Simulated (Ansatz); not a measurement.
## Run report: Cu, geometry relaxation (part 3 of 3)

Continued. System: Cu (slab, 16 atoms in the cell). Method: DFT PBE+D3(BJ), scalar-relativistic, plane waves, PAW, no spin polarisation (Ansatz 0.2.0); cutoff 420 eV, 4×4×1 k-mesh, Gaussian smearing of 0.1 eV. The structure derives from an entry of the Crystallography Open Database. The input holds or restrains some coordinates. Forces given for the steps count only the free coordinates. It belongs to a series of runs on one base structure; here: clean slab, lower planes held.

Geometry of the input (Å; fractional positions):
```
5.0394  0.0000  0.0000
0.0000  5.0394  0.0000
0.0000  0.0000  21.3451
Cu 0.2500  0.2500  0.3748
Cu 0.2500  0.7500  0.3748
Cu 0.7500  0.2500  0.3748
Cu 0.7500  0.7500  0.3748
Cu 0.5000  0.5000  0.4583
Cu 0.5000  0.0000  0.4583
Cu 0.0000  0.5000  0.4583
Cu 0.0000  0.0000  0.4583
Cu 0.7500  0.7500  0.5417
Cu 0.7500  0.2500  0.5417
Cu 0.2500  0.7500  0.5417
Cu 0.2500  0.2500  0.5417
Cu 0.0000  0.0000  0.6252
Cu 0.0000  0.5000  0.6252
Cu 0.5000  0.0000  0.6252
Cu 0.5000  0.5000  0.6252
```

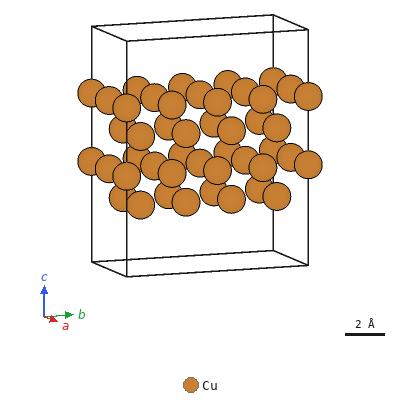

**Figure 1.** The geometry at step 3 of the log (spheres-only view of the 1 × 2 repeat of the cell, with the vacuum cut short, seen slightly off an axis).

What the program printed, continued
```
  k-point 1: bands = ["-109.7466", "-109.7408", "-109.7387", "-109.7353", "-109.7348", "-109.7330", "-109.7318", "-109.7279", "-109.2701", "-109.2662", "-109.2645", "-109.2606", "-109.2601", "-109.2561", "-109.2545", "-109.2506", "-67.1602", "-67.1571", "-67.1552", "-67.1547", "-67.1532", "-67.1474", "-67.1324", "-67.1261", "-67.1232", "-67.1062", "-67.1004", "-67.0958", "-67.0956", "-67.0924", "-67.0894", "-67.0888", "-67.0886", "-67.0834", "-67.0829", "-67.0826", "-67.0815", "-67.0769", "-67.0730", "-67.0720",
      "-66.6940", "-66.6902", "-66.6853", "-66.6841", "-66.6802", "-66.6799", "-66.6754", "-66.6699", "-66.6389", "-66.6340", "-66.6289", "-66.6285", "-66.6251", "-66.6240", "-66.6218", "-66.6186", "-66.6181", "-66.6167", "-66.6151", "-66.6136", "-66.6120", "-66.6083", "-66.6069", "-66.6036", "-5.7255", "-4.0641", "-3.1432", "-2.3084", "-2.1221", "-1.9332", "-1.9219", "-1.7850", "-1.7594", "-1.7482", "-1.5684", "-1.3711", "-1.3560", "-1.3512", "-1.3350", "-1.3155",
      "-1.1555", "-0.9713", "-0.9555", "-0.8934", "-0.7015", "-0.6921", "-0.6897", "-0.5567", "-0.5527", "-0.3521", "-0.2916", "-0.2456", "-0.2172", "-0.2171", "-0.1182", "-0.1165", "-0.0936", "-0.0524", "0.0029", "0.0632", "0.0636", "0.0693", "0.0747", "0.0815", "0.1261", "0.2151", "0.2167", "0.2240", "0.2276", "0.4608", "0.4948", "0.5659", "0.5872", "0.5919", "0.6113", "0.6447", "0.7177", "0.8304", "0.8325", "0.8349",
      "0.8523", "0.8835", "0.8837", "0.8882", "0.9260", "0.9408", "1.0764", "1.1015", "1.1036", "1.1961", "1.1998", "1.2154", "1.2154", "1.2355", "1.2887", "1.3010", "1.3129", "1.3162", "1.3191", "1.3337", "1.3389", "1.3567", "1.3588", "1.3986", "1.4327", "1.4463", "1.5194", "1.6343", "1.6410", "2.8347", "3.0142", "3.0216", "3.0217", "3.5295", "3.5337", "4.7157", "4.7362", "4.7364", "5.0333", "6.5957",
      "6.5960", "6.6030", "6.6672", "6.6753", "7.2398", "7.6708", "7.7004", "8.7439", "8.9327", "9.0455", "9.0515", "9.3148", "9.3297", "9.7603", "9.7693", "10.5513", "10.6865", "11.7473", "11.7668", "11.7787", "11.7945", "11.7990", "11.8647"]
  k-point 2: bands = ["-109.7437", "-109.7437", "-109.7367", "-109.7367", "-109.7341", "-109.7341", "-109.7299", "-109.7299", "-109.2681", "-109.2681", "-109.2626", "-109.2626", "-109.2581", "-109.2581", "-109.2525", "-109.2525", "-67.1570", "-67.1570", "-67.1519", "-67.1519", "-67.1332", "-67.1332", "-67.1303", "-67.1303", "-67.1121", "-67.1121", "-67.1057", "-67.1057", "-67.0991", "-67.0991", "-67.0941", "-67.0941", "-67.0883", "-67.0883", "-67.0879", "-67.0879", "-67.0778", "-67.0778", "-67.0721", "-67.0721",
      "-66.6921", "-66.6921", "-66.6822", "-66.6822", "-66.6621", "-66.6621", "-66.6570", "-66.6570", "-66.6522", "-66.6522", "-66.6470", "-66.6470", "-66.6268", "-66.6268", "-66.6199", "-66.6199", "-66.6168", "-66.6168", "-66.6152", "-66.6152", "-66.6101", "-66.6101", "-66.6053", "-66.6053", "-4.6445", "-4.6445", "-3.1583", "-3.1583", "-1.6402", "-1.6402", "-1.5745", "-1.5745", "-1.5734", "-1.5734", "-1.3613", "-1.3613", "-1.3599", "-1.3599", "-1.3425", "-1.3425",
      "-1.0787", "-1.0787", "-0.8371", "-0.8371", "-0.8211", "-0.8211", "-0.5390", "-0.5390", "-0.4616", "-0.4616", "-0.4457", "-0.4457", "-0.3372", "-0.3372", "-0.1874", "-0.1874", "-0.0179", "-0.0179", "-0.0116", "-0.0116", "0.0664", "0.0664", "0.1064", "0.1064", "0.1287", "0.1287", "0.2492", "0.2492", "0.3805", "0.3805", "0.4646", "0.4646", "0.5700", "0.5700", "0.5745", "0.5745", "0.5954", "0.5954", "0.6369", "0.6369",
      "0.6472", "0.6472", "0.7715", "0.7715", "0.9072", "0.9072", "0.9391", "0.9391", "0.9393", "0.9393", "0.9736", "0.9736", "1.1903", "1.1903", "1.2316", "1.2316", "1.2342", "1.2342", "1.2526", "1.2526", "1.4235", "1.4235", "1.4368", "1.4368", "1.4386", "1.4386", "1.4584", "1.4584", "1.8789", "1.8789", "3.7374", "3.7374", "3.7382", "3.7382", "4.2110", "4.2110", "4.9638", "4.9638", "4.9641", "4.9641",
      "6.3014", "6.3014", "7.4972", "7.4972", "7.5064", "7.5064", "8.7276", "8.7276", "8.8148", "8.8148", "9.5897", "9.5897", "10.0845", "10.0845", "10.2079", "10.2079", "10.2220", "10.2220", "10.8068", "10.8068", "11.2859", "11.2859", "12.7631"]
  k-point 5: bands = ["-109.7403", "-109.7403", "-109.7403", "-109.7403", "-109.7319", "-109.7319", "-109.7319", "-109.7319", "-109.2653", "-109.2653", "-109.2653", "-109.2653", "-109.2553", "-109.2553", "-109.2553", "-109.2553", "-67.1308", "-67.1308", "-67.1308", "-67.1308", "-67.1268", "-67.1268", "-67.1268", "-67.1268", "-67.1203", "-67.1203", "-67.1203", "-67.1203", "-67.0999", "-67.0999", "-67.0999", "-67.0999", "-67.0995", "-67.0995", "-67.0995", "-67.0995", "-67.0776", "-67.0776", "-67.0776", "-67.0776",
      "-66.6598", "-66.6598", "-66.6598", "-66.6598", "-66.6593", "-66.6593", "-66.6593", "-66.6593", "-66.6498", "-66.6498", "-66.6498", "-66.6498", "-66.6494", "-66.6494", "-66.6494", "-66.6494", "-66.6175", "-66.6175", "-66.6175", "-66.6175", "-66.6077", "-66.6077", "-66.6077", "-66.6077", "-3.3544", "-3.3544", "-3.3544", "-3.3544", "-2.0823", "-2.0823", "-2.0823", "-2.0823", "-1.0768", "-1.0768", "-1.0768", "-1.0768", "-1.0682", "-1.0682", "-1.0682", "-1.0682",
      "-0.8042", "-0.8042", "-0.8042", "-0.8042", "-0.6463", "-0.6463", "-0.6463", "-0.6463", "-0.6032", "-0.6032", "-0.6032", "-0.6032", "-0.4443", "-0.4443", "-0.4443", "-0.4443", "-0.1527", "-0.1527", "-0.1527", "-0.1527", "-0.0080", "-0.0080", "-0.0080", "-0.0080", "0.4453", "0.4453", "0.4453", "0.4453", "0.4909", "0.4909", "0.4909", "0.4909", "0.5002", "0.5002", "0.5002", "0.5002", "0.6014", "0.6014", "0.6014", "0.6014",
      "0.6318", "0.6318", "0.6318", "0.6318", "0.6573", "0.6573", "0.6573", "0.6573", "0.8578", "0.8578", "0.8578", "0.8578", "0.8759", "0.8759", "0.8759", "0.8759", "1.1062", "1.1062", "1.1062", "1.1062", "1.1366", "1.1366", "1.1366", "1.1366", "1.4228", "1.4228", "1.4228", "1.4228", "1.8009", "1.8009", "1.8009", "1.8009", "3.2854", "3.2854", "3.2854", "3.2854", "5.7710", "5.7710", "5.7710", "5.7710",
      "8.0278", "8.0278", "8.0278", "8.0278", "10.0330", "10.0330", "10.0330", "10.0330", "10.1628", "10.1628", "10.1628", "10.1628", "10.3263", "10.3263", "10.3263", "10.3263", "11.6064", "11.6064", "11.6064", "11.6064", "11.8305", "11.8305", "11.8305"]
--- Relaxed structure (4 steps of the walk, 4 accepted, 0 SCFs on fresh bases) ---
  F+E_penalty+E_count = -106004.45878239 eV   max|allowed force component| = 2.113e-3 eV/Å
  atoms:
    - { symbol: Cu, position: [0.25, 0.25, 0.3747940262] }
    - { symbol: Cu, position: [0.25, 0.75, 0.3747940262] }
    - { symbol: Cu, position: [0.75, 0.25, 0.3747940262] }
    - { symbol: Cu, position: [0.75, 0.75, 0.3747940262] }
    - { symbol: Cu, position: [0.5, 0.5, 0.4582646754] }
    - { symbol: Cu, position: [0.5, 0.0, 0.4582646754] }
    - { symbol: Cu, position: [0.0, 0.5, 0.4582646754] }
    - { symbol: Cu, position: [0.0, 0.0, 0.4582646754] }
    - { symbol: Cu, position: [0.75, 0.75, 0.5435007441730915] }
    - { symbol: Cu, position: [0.75, 0.25, 0.5435007441730915] }
    - { symbol: Cu, position: [0.25, 0.75, 0.5435007441730915] }
    - { symbol: Cu, position: [0.25, 0.25, 0.5435007441730915] }
    - { symbol: Cu, position: [-5.971513248186087e-37, -4.4786349361395656e-37, 0.6263064460178376] }
    - { symbol: Cu, position: [0.0, 0.5, 0.6263064460178376] }
    - { symbol: Cu, position: [0.5, -1.4928783120465218e-37, 0.6263064460178376] }
    - { symbol: Cu, position: [0.5, 0.5, 0.6263064460178376] }
```

Trajectory as extended XYZ (Å, eV, eV/Å), 4 frames, from step=1 to step=4
```
16
Lattice="5.0394 0.0000 0.0000 0.0000 5.0394 0.0000 0.0000 0.0000 21.3451" Properties=species:S:1:pos:R:3:forces:R:3 step=1 energy=-106004.44455
Cu    1.2598    1.2598    8.0000    0.0000   0.0000   0.0559
Cu    1.2598    3.7795    8.0000    0.0000   0.0000   0.0559
Cu    3.7795    1.2598    8.0000    0.0000   0.0000   0.0559
Cu    3.7795    3.7795    8.0000    0.0000   0.0000   0.0559
Cu    2.5197    2.5197    9.7817    0.0000   0.0000  -0.2240
Cu    2.5197    0.0000    9.7817    0.0000   0.0000  -0.2240
Cu    0.0000    2.5197    9.7817    0.0000   0.0000  -0.2240
Cu    0.0000    0.0000    9.7817    0.0000   0.0000  -0.2240
Cu    3.7795    3.7795   11.5634    0.0000   0.0000   0.2240
Cu    3.7795    1.2598   11.5634    0.0000   0.0000   0.2240
Cu    1.2598    3.7795   11.5634    0.0000   0.0000   0.2240
Cu    1.2598    1.2598   11.5634    0.0000   0.0000   0.2240
Cu    0.0000    0.0000   13.3451    0.0000   0.0000  -0.0560
Cu    0.0000    2.5197   13.3451    0.0000   0.0000  -0.0560
Cu    2.5197    0.0000   13.3451    0.0000   0.0000  -0.0560
Cu    2.5197    2.5197   13.3451    0.0000   0.0000  -0.0560
16
Lattice="5.0394 0.0000 0.0000 0.0000 5.0394 0.0000 0.0000 0.0000 21.3451" Properties=species:S:1:pos:R:3:forces:R:3 step=2 energy=-106004.45308
Cu    1.2598    1.2598    8.0000    0.0000   0.0000   0.0581
Cu    1.2598    3.7795    8.0000    0.0000   0.0000   0.0581
Cu    3.7795    1.2598    8.0000    0.0000   0.0000   0.0581
Cu    3.7795    3.7795    8.0000    0.0000   0.0000   0.0581
Cu    2.5197    2.5197    9.7817    0.0000   0.0000  -0.1626
Cu    2.5197    0.0000    9.7817    0.0000   0.0000  -0.1626
Cu    0.0000    2.5197    9.7817    0.0000   0.0000  -0.1626
Cu    0.0000    0.0000    9.7817    0.0000   0.0000  -0.1626
Cu    3.7795    3.7795   11.5774    0.0000   0.0000   0.1420
Cu    3.7795    1.2598   11.5774    0.0000   0.0000   0.1420
Cu    1.2598    3.7795   11.5774    0.0000   0.0000   0.1420
Cu    1.2598    1.2598   11.5774    0.0000   0.0000   0.1420
Cu    0.0000    0.0000   13.3543    0.0000   0.0000  -0.0374
Cu    0.0000    2.5197   13.3543    0.0000   0.0000  -0.0374
Cu    2.5197    0.0000   13.3543    0.0000   0.0000  -0.0374
Cu    2.5197    2.5197   13.3543    0.0000   0.0000  -0.0374
16
Lattice="5.0394 0.0000 0.0000 0.0000 5.0394 0.0000 0.0000 0.0000 21.3451" Properties=species:S:1:pos:R:3:forces:R:3 step=3 energy=-106004.45878
Cu    1.2598    1.2598    8.0000    0.0000   0.0000   0.0620
Cu    1.2598    3.7795    8.0000    0.0000   0.0000   0.0620
Cu    3.7795    1.2598    8.0000    0.0000   0.0000   0.0620
Cu    3.7795    3.7795    8.0000    0.0000   0.0000   0.0620
Cu    2.5197    2.5197    9.7817    0.0000   0.0000  -0.0640
Cu    2.5197    0.0000    9.7817    0.0000   0.0000  -0.0640
Cu    0.0000    2.5197    9.7817    0.0000   0.0000  -0.0640
Cu    0.0000    0.0000    9.7817    0.0000   0.0000  -0.0640
Cu    3.7795    3.7795   11.6011    0.0000   0.0000   0.0022
Cu    3.7795    1.2598   11.6011    0.0000   0.0000   0.0022
Cu    1.2598    3.7795   11.6011    0.0000   0.0000   0.0022
Cu    1.2598    1.2598   11.6011    0.0000   0.0000   0.0022
Cu    0.0000    0.0000   13.3685    0.0000   0.0000   0.0000
Cu    0.0000    2.5197   13.3685    0.0000   0.0000   0.0000
Cu    2.5197    0.0000   13.3685    0.0000   0.0000   0.0000
Cu    2.5197    2.5197   13.3685    0.0000   0.0000   0.0000
16
Lattice="5.0394 0.0000 0.0000 0.0000 5.0394 0.0000 0.0000 0.0000 21.3451" Properties=species:S:1:pos:R:3:forces:R:3 step=4 energy=-106004.45878
Cu    1.2598    1.2598    8.0000    0.0000   0.0000   0.0620
Cu    1.2598    3.7795    8.0000    0.0000   0.0000   0.0620
Cu    3.7795    1.2598    8.0000    0.0000   0.0000   0.0620
Cu    3.7795    3.7795    8.0000    0.0000   0.0000   0.0620
Cu    2.5197    2.5197    9.7817    0.0000   0.0000  -0.0640
Cu    2.5197    0.0000    9.7817    0.0000   0.0000  -0.0640
Cu    0.0000    2.5197    9.7817    0.0000   0.0000  -0.0640
Cu    0.0000    0.0000    9.7817    0.0000   0.0000  -0.0640
Cu    3.7795    3.7795   11.6011    0.0000   0.0000   0.0021
Cu    3.7795    1.2598   11.6011    0.0000   0.0000   0.0021
Cu    1.2598    3.7795   11.6011    0.0000   0.0000   0.0021
Cu    1.2598    1.2598   11.6011    0.0000   0.0000   0.0021
Cu    0.0000    0.0000   13.3685    0.0000   0.0000  -0.0001
Cu    0.0000    2.5197   13.3685    0.0000   0.0000  -0.0001
Cu    2.5197    0.0000   13.3685    0.0000   0.0000  -0.0001
Cu    2.5197    2.5197   13.3685    0.0000   0.0000  -0.0001
```

Results in brief

| quantity | value |
| --- | --- |
| outcome | converged under the restraints of the input |
| electrons treated | 304 |
| free energy | −106004.4588 eV |
| work function, top face | 4.52 eV |
| work function, bottom face | 4.52 eV |
| Fermi energy | 2.948 eV |
| gap on the k-point mesh | none (metallic) |
| final volume | 542.06 Å³ |
| work function (upper face) | 4.52 eV |
| largest force (length of the vector) at the end, held atoms and coordinates included | 0.064 eV/Å |
| hardware | 4 threads of Intel Xeon (Granite Rapids), 32 GiB of memory available, shared host |
| wall time | 36 s (CPU time 2.3 min) |
| peak memory | 2 GiB |

Warnings of the run: the exchange-correlation potential is rough where the density is thin.
